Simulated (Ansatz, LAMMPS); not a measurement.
# Static equation of state of 42In2O3-58Na2O (mol %) with crystalline order left by the classical run (100 atoms)

Density of this cell: 5.51 g/cm³. The cell holds 100 atoms: 22 In, 30 Na and 48 O. Its edges and angles: a = 11.154 Å, b = 10.633 Å, c = 10.342 Å, α = 85.3°, β = 80.5°, γ = 94.5°. The starting structure: 100 atoms (22 Sc, 30 Na, 48 O) placed at random at 3.37 g/cm³, melted at 5000 K for 10 ps at fixed volume with the Morse and Coulomb pair potential with partial charges (Pedone, Malavasi, Menziani, Cormack and Segre, J. Phys. Chem. B 110, 11780 (2006)). Quenched from 5000 K to 300 K at 20 K/ps and fixed volume, held 10 ps at zero pressure, then minimised at fixed cell. Then Sc was replaced by In and the cell scaled by 1.021 (the potential has no terms for the new elements, so the cell is a start for a DFT relaxation).

Calculated with Ansatz 0.2.0: Kohn-Sham DFT, LDA, PAW (set soft_2), plane waves; cutoff 420 eV, Γ point, gaussian smearing of 0.05 eV. Cell and atoms were relaxed first, to V0 = 12.005 Å³ an atom at a residual P0 = -0.001 GPa. The cell was then scaled evenly, and the atoms were relaxed at each volume.

```
volume (Å³/atom)  pressure (GPa)
          10.805           13.53
          11.285               ?
          11.645           3.177
          12.366          -2.632
          12.726          -4.636
```

**Question.** Fit the third-order Birch–Murnaghan equation to the rows given and interpolate to the withheld row.

**Working.**

Take the Eulerian strain f = ½[(V0/V)^(2/3) − 1] and the normalised pressure F = (P − P0) / [3f(1 + 2f)^(5/2)]. The third-order Birch–Murnaghan equation is then the line F = B0 + (3/2)B0(B′ − 4) f, so u = f and v = F.

```
      u = f  v = F (GPa)
  0.0363827      103.994
  0.0102566      98.1558
-0.00975640      94.4412
 -0.0190506      89.3795
```

With n = 4: mean u = 0.00445806, mean v = 96.4926, Σ(u − ū)² = 0.0018075, Σ(u − ū)(v − v̄) = 0.44550. Slope b = 0.44550 / 0.0018075 = 246.47; intercept a = v̄ − b ū = 95.394.

So B0 = a = 95.4 GPa and B′ = 4 + 2b/(3a) = 5.72. At the withheld volume f = 0.02106, F = a + b f = 100.6 GPa, and P = P0 + 3f(1 + 2f)^(5/2) F.

Prediction at 11.285: 7.043 GPa. The run gave 7.097 GPa, so the fit is low by 0.053 GPa (0.75 % of the value).

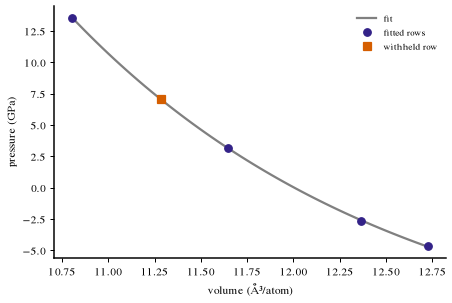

The fit, the rows that it rests on and the withheld row.

Among the rows given, the largest miss of the fit is at 12.726, by 0.068 GPa (0.38 % of the range of the table).

Limits: Static cells at zero temperature; the cell shape is held. The program notes that the SCF threshold of these relaxations is loose for the stress. The quench rate of 20 K/ps is many orders above laboratory rates, so the cell is likely richer in defects and strain than a real sample. The network of bonds at the start is that of the classical potential that made the cell, and needn't be the one that DFT or experiment would give. Only the Γ point is sampled, in a cell whose shortest periodic width is 10 Å.

[Logs are printed without paths, hosts, clocks, repeated set-up lines and the standing remarks that a program may print on its own settings, such as how far it seeks lower states.]

[Hosts, paths, dates, database ids (printed as entryN), source tags and the programs' standing remarks are cut or masked in the printed files.]
